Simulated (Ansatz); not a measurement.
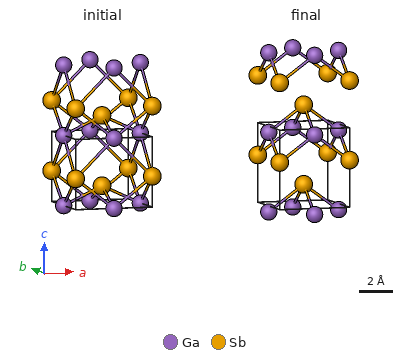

The structure of solid GaSb (a generated structure, set up in P4mm) (coarse preliminary run) before (left) and after (right) a relaxation, at one scale.

The picture is a ball-and-stick view of the cell of the calculation, repeated 1 × 1 × 2 with one cell outlined, seen slightly off an axis.

Computed with DFT PBE, scalar-relativistic, plane waves, PAW (Ansatz). Settings: plane-wave cutoff 420 eV; k-point mesh 4 × 4 × 4; occupations gaussian; smearing width 0.1 eV; no spin polarisation; cell and atoms relaxed; force threshold 0.04 eV/Å; at most 70 steps.

### Describe what moved and what it gained.

After 11 accepted moves (14 points after the start) the energy has fallen by 0.990 eV per cell of the calculation. Largest force component: 0.97 eV/Å at the start, 0.014 eV/Å at the end. Pressure: −1.00 GPa at the start and 0.13 GPa at the end. The line search rejected the trial steps at points 5, 11 of the run. At 1 point the geometry stayed and the basis and grid were re-selected for the new cell (energy shift of 2.6 meV per cell of the calculation at most each time). The largest move relative to the cell is that of a Sb atom, 0.77 Å along +c. By element the largest moves are Sb 0.77 Å, Ga 0.37 Å. The drawn cell changes as follows: a = b 5.007 → 4.567 Å (−8.8 %), c 4.409 → 4.993 Å (+13.3 %); the volume changes by −5.8 %. Near-neighbour distances that change, for instance: Ga–Sb 3.166 → 4.043 Å, Ga–Sb 3.517 → 2.821 Å, Ga–Sb 2.764 → 2.821 Å. Bond angles that change, for instance: Sb–Ga–Sb 129.8° → 108.1°, Ga–Sb–Ga 129.8° → 108.1°, Ga–Sb–Ga 79.7° → 69.8°. The space group (tolerance 0.01 Å) goes from P4mm (No. 99) to P4/nmm (No. 129). The run took 2.2 min on 1 thread of Intel(R) Xeon(R) Processor @ 2.70GHz, with other jobs on the host, peak memory 0.39 GiB.
